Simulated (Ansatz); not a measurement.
# A series of single points on As

System: As (Cmmm, 1 atom in the cell).
Method: DFT LDA, scalar-relativistic, plane waves, PAW, no spin polarisation (Ansatz 0.2.0).

The 8 runs differ only in the geometry, by a strain of the cell at fixed fractional positions. Against run 5, the strain is εyy = −0.03 η, εyz = η and εzz = −0.03 η. The structure derives from a Materials Project entry.

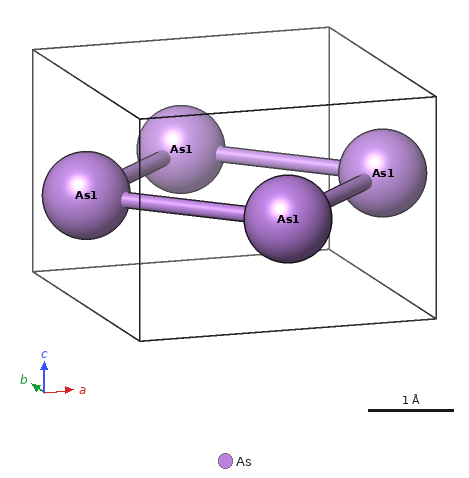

Figure 1. The structure of run 5 (ball-and-stick view of the cell 2 times as large as that of the calculation, set on its symmetry axes, seen slightly off an axis; atoms are numbered from 1 in the order of the input).

### Input of run 5
```yaml
crystal:
  lattice:
    - [2.7036817444, 0.0, 0.0]
    - [0.0, 2.7036817444, 0.075973457]
    - [0.0, 0.075973457, 2.7036817444]
  atoms:
    - { symbol: As, position: [0.5, 0.5, 0.5] }
basis:
  ecutwfc: 420
kpoints:
  mp_grid: { grid: [18, 18, 18] }
hamiltonian:
  xc: lda
scf:
  occupations: { method: gaussian, width: 0.15 }
output:
  forces: true
  stress: true
  eigenvalues: true
```

Command:
```bash
ansatz run input.yaml --threads 1 --pin off --max-ram 1228MiB --backend cpu --events-out ev --progress --plain --runs-dir out
```

Lattice vectors (Å) and fractional positions of run 5:
```
   2.703682    0.000000    0.000000
   0.000000    2.703682    0.075973
   0.000000    0.075973    2.703682
As  0.500000  0.500000  0.500000
```

Run 4 differs from it as follows:
```diff
-    - [0.0, 2.7036817444, 0.075973457]
-    - [0.0, 0.075973457, 2.7036817444]
+    - [0.0, 2.7036817444, 0.0506940327]
+    - [0.0, 0.0506940327, 2.7036817444]
```

### Results, with one run withheld

```tsv
run	strain parameter η (%)	free energy per atom, from the lowest run given (meV)	pressure (GPa)
1	−10.3181	36.03	−2.54
2	−6.5652	8.07	−2.71
3	−1.8765	0.00	−2.75
4	−0.9357	?	?
5	0.0000	4.31	−2.74
6	1.8765	13.03	−2.69
7	2.8172	19.37	−2.65
8	3.7530	27.05	−2.61
```

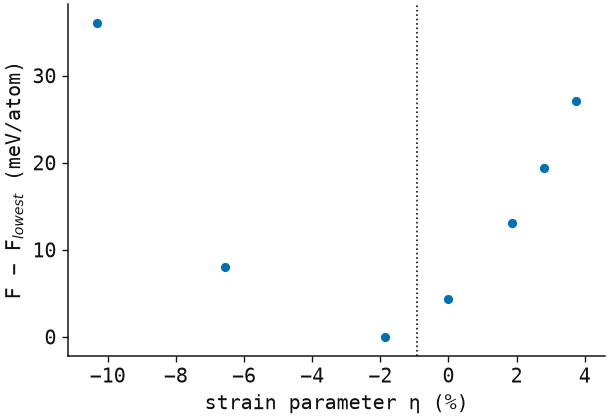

Figure 2. Free energy per atom of the runs given; the dotted line marks run 4.

What should run 4 give?

A cubic polynomial in the coordinate, fitted to the 7 runs given, misses them by at most 0.29 meV per atom. With x = η + 1.4733, it reads F = 0.30948 + 1.7453 x + 0.64251 x² − 0.0012202 x³ (meV per atom). At run 4 it gives 1.43 meV per atom, and the run itself gives 1.65. The fit has its minimum at η = −2.8263 %.

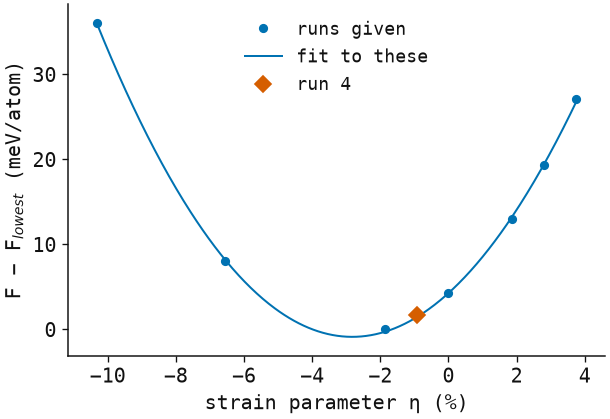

Figure 3. The fit and the withheld run.

### Output, shortened to warnings, some set-up lines, iterations and results (run 4)
```
Basis set: ecut = 420 eV, 385 PW (Γ)
Symmetry: 8 space group operations
k-points: 910 of 5832
Initial density: superposition of atomic densities (neutral atoms: chi_scale 0, normalization atom), corrected by the library's trained network
[...]
SCF iter   1: F=—  HF=-4773.593543 eV  |F-HF|=—  |Δ(HF+E_count)|=         —  Δρ=5.21e-3  dr2=3.54e-3  ethr=1.77e-3  ⟨swp⟩=5.1  Hψ=65550  notcnv=0
SCF iter   2: F=—  HF=-4773.592294 eV  |F-HF|=—  |Δ(HF+E_count)|=   1.25e-3  Δρ=3.05e-3  dr2=1.42e-3  ethr=2.36e-5  ⟨swp⟩=1.0  Hψ=18201  notcnv=0
SCF iter   3: F=—  HF=-4773.591633 eV  |F-HF|=—  |Δ(HF+E_count)|=   6.61e-4  Δρ=1.65e-4  dr2=4.69e-6  ethr=9.48e-6  ⟨swp⟩=2.0  Hψ=12700  notcnv=0
SCF iter   4: F=—  HF=-4773.591628 eV  |F-HF|=—  |Δ(HF+E_count)|=   5.04e-6  Δρ=3.08e-5  dr2=5.92e-8  ethr=3.13e-8  ⟨swp⟩=2.3  Hψ=16358  notcnv=0
SCF iter   5: F=-4773.591628 eV  HF=-4773.591628 eV  |F-HF|=4.17e-8  |Δ(HF+E_count)|=   8.92e-8  Δρ=9.53e-6  dr2=1.74e-8  ethr=3.95e-10  ⟨swp⟩=2.0  Hψ=17404  notcnv=0
SCF iter   6: F=-4773.591628 eV  HF=-4773.591628 eV  |F-HF|=3.75e-9  |Δ(HF+E_count)|=   1.88e-8  Δρ=1.65e-6  dr2=5.44e-10  ethr=1.16e-10  ⟨swp⟩=3.2  Hψ=43102  notcnv=0
SCF 1 converged in 6 iterations: F = -4773.591628 eV  dr2 = 5.44e-10
SCF converged after 6 iterations
Free energy (F): -4773.591628 eV
Harris-Foulkes:  -4773.591628 eV  (|F-HF|=3.75e-9)
Internal energy: -4773.586822 eV  (E = F + TS)
E sigma→0 (E₀):  -4773.589225 eV
Entropy (-TS):   -0.004806 eV (-4.806 meV/atom)
Fermi energy:    11.433532 eV
--- Per-component energies (eV) ---
  E_band       = -220.467276
  E_kinetic    = 103.335750
  E_local      = -1555.473023  (includes V_loc(G=0)·N_el)
  E_nonlocal   = -665.377228
  E_hartree    = 874.657103
  E_xc         = -79.274140
  E_vxc        = -79.930702  (∫ρ·V_xc dr)
  E_paw        = -1753.174304  (= ΣΔE_a)
  E_vpaw       = 227.665019  (= ΣTr[D̂ρ^β])
  E_aug_tail   = 0.000008  (compensation charges beyond the density's cutoff)
  E_ewald      = -1700.356220
  E_core_change = 2.075230  (= ΣΔE_core)
  E_smearing   = -0.004806  (= −TS)
  E_closure    = 0.000000  (closes the sum)
  Σ components = -4773.591628   (vs F -4773.591628, Δ=0.00e0)
--- Forces (eV/Å), atoms counted from 1 ---
  atom   1  As     0.00000000     0.00000000    -0.00000000
  max |Σ_I F_I| component: 9.86e-32 eV/Å
--- Stress (GPa, compression-positive) ---
       -2.824146       0.000000       0.000000
        0.000000      -2.711222      -0.985703
        0.000000      -0.985703      -2.711222
  P = ⅓ Tr σ = -2.7489 GPa (-27.489 kbar)
```
